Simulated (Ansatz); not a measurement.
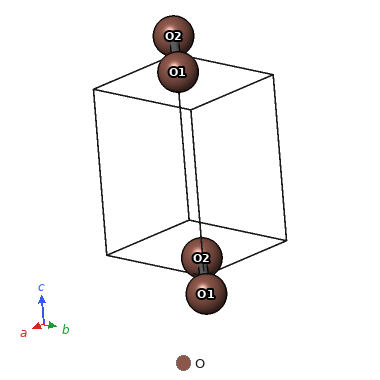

The system is O (Fmmm, No. 69; 2 atoms in the cell); the picture shows the reference structure. The energy is mapped over a free internal coordinate and the cell. The first coordinate is: shift of O1 along [0 0 1] of the conventional cell, Cartesian (0 0 1), its symmetry partners moved as symmetry demands (measured in the relaxed cell); the second: volume per atom at fixed shape. Nothing is relaxed (all other coordinates fixed). The grid has 5 × 5 points. Points are written as (first, second). Energies: meV/atom, counted from the lowest grid point. The runs have no spin polarisation; a magnetic state may lie lower. Level of theory: DFT LDA, scalar-relativistic, plane waves, PAW in Ansatz. Settings: cutoff 520 eV, k-mesh 20×20×20, gaussian smearing 0.15 eV, no spin polarisation.

Its coordinates:

```
CELL_PARAMETERS angstrom
0.00000 1.62317 3.69396
1.61269 0.00000 3.69396
1.61269 1.62317 0.00000
ATOMIC_POSITIONS crystal
O 0.08085 0.08085 0.91915
O 0.91915 0.91915 0.08085
```

Range: shift of O1 along [0 0 1] of the conventional cell, Cartesian (0 0 1), its symmetry partners moved as symmetry demands (measured in the relaxed cell) from −0.143 to 0.143 Å; volume per atom at fixed shape from 8.90 to 10.44 Å³.

Predict the map.

Answer. The lowest grid point is at (0.000 Å, 9.67 Å³). The highest grid point, (−0.143 Å, 8.90 Å³), lies 4566 meV/atom above the lowest.

| second ↓, first → | −0.143 | −0.071 | 0.000 | 0.071 | 0.143 |
| --- | --- | --- | --- | --- | --- |
| 10.44 | 2751 | 352 | 25 | 411 | 1019 |
| 10.06 | 3113 | 444 | 7 | 344 | 934 |
| 9.67 | 3529 | 560 | 0 | 284 | 852 |
| 9.28 | 4010 | 704 | 8 | 231 | 776 |
| 8.90 | 4566 | 883 | 33 | 188 | 705 |

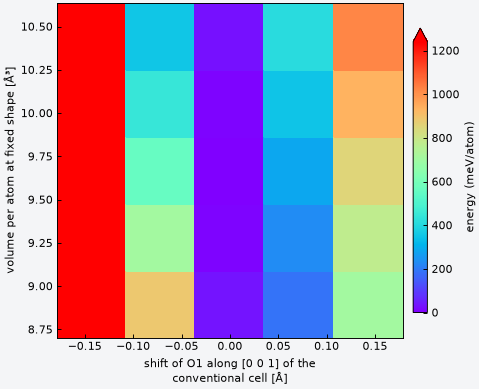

In the figure: one coloured cell a grid point, one colour for all values above the top of the scale.

Each point was launched as `ansatz run input.yaml --threads 1 --pin off --max-ram 2048MiB --backend cpu --events-out ev --progress --plain --runs-dir out`. The whole map (25 points run) took 5.9 min on 1 thread of AMD EPYC 7R43 64-Core Processor (Zen 3) (shared host).
